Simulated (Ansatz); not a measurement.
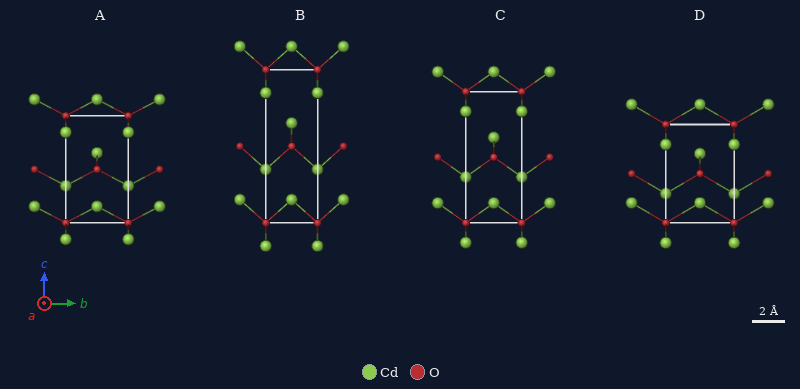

4 geometries from one relaxation of solid Cd₂O (built on the tetragonal zirconia_137 type) (coarse preliminary run), in shuffled order. Style: ball-and-stick. Shown: the cell of the calculation, along the a axis.

Case: anti-tetragonal zirconia type (P4_2/nmc, No. 137).

The calculation used Ansatz, DFT r2SCAN, scalar-relativistic, plane waves, PAW. Set-up: plane-wave cutoff 500 eV; k-point mesh 4 × 4 × 4; occupations gaussian; smearing width 0.1 eV; no spin polarisation; cell and atoms relaxed; force threshold 0.04 eV/Å; at most 70 steps.

Order the frames from highest to lowest energy.

D, A, C, B. They are steps 0, 5, 10, 20, at +401 meV per atom, +250 meV per atom, +119 meV per atom relative to the last. The energy falls by 401 meV per atom in 17 accepted moves (20 points after the start). The largest force component goes from 0.3 to 0.0027 eV/Å. Pressure: −8.65 GPa at the start and 0.11 GPa at the end. The line search rejected the trial step at point 12 of the run. At 2 points the geometry stayed and the basis and grid were re-selected for the new cell (energy shift of 38.0 meV per atom at most each time). The largest moves relative to the cell, 0.50 Å, are those of Cd atoms. O stays in place. The volume changes by −10.7 %, with a = b 4.345 → 3.291 Å (−24.2 %), c 6.255 → 9.738 Å (+55.7 %). Some distances before and after: Cd–O 2.516 → 2.208 Å. Bond angles that change, for instance: O–Cd–O 119.4° → 96.3°, Cd–O–Cd 119.4° → 96.3°, Cd–O–Cd 104.8° → 116.4°. The space group stays P4_2/nmc (No. 137).
